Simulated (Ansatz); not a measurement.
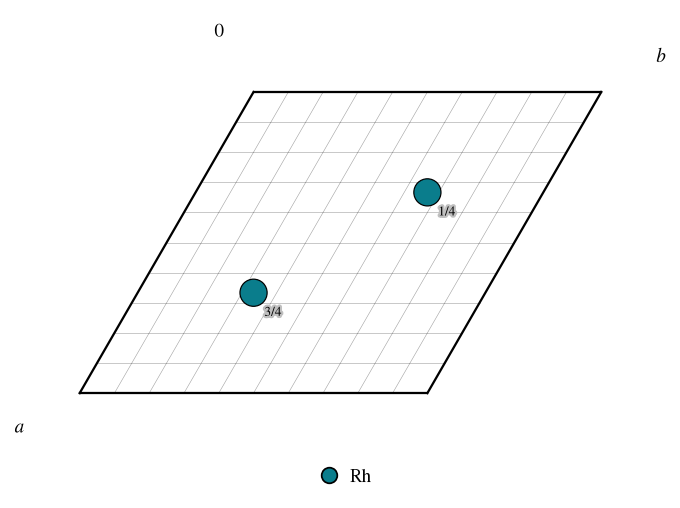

Plan of a unit cell projected along c (a down the page, b across); the numbers are heights as fractions of c, and atoms on the cell's edges are repeated. The grid marks tenths of a and b. Source: the input geometry of an electronic-structure calculation (not necessarily at equilibrium); the starting structure was generated, so it need not be a known form of this composition. The drawing is computed from the coordinates (standard cell, symmetry found to 0.002 Å).

a = 2.743 Å, b = 2.743 Å, c = 4.418 Å, α = 90.00°, β = 90.00°, γ = 120.00°.

**What does the cell contain?**

2 Rh: Rh, Z = 2.

**Give the fractional coordinates of all atoms, to two places.**

```csv
atom,x,y,z
Rh,0.33,0.67,0.25
Rh,0.67,0.33,0.75
```
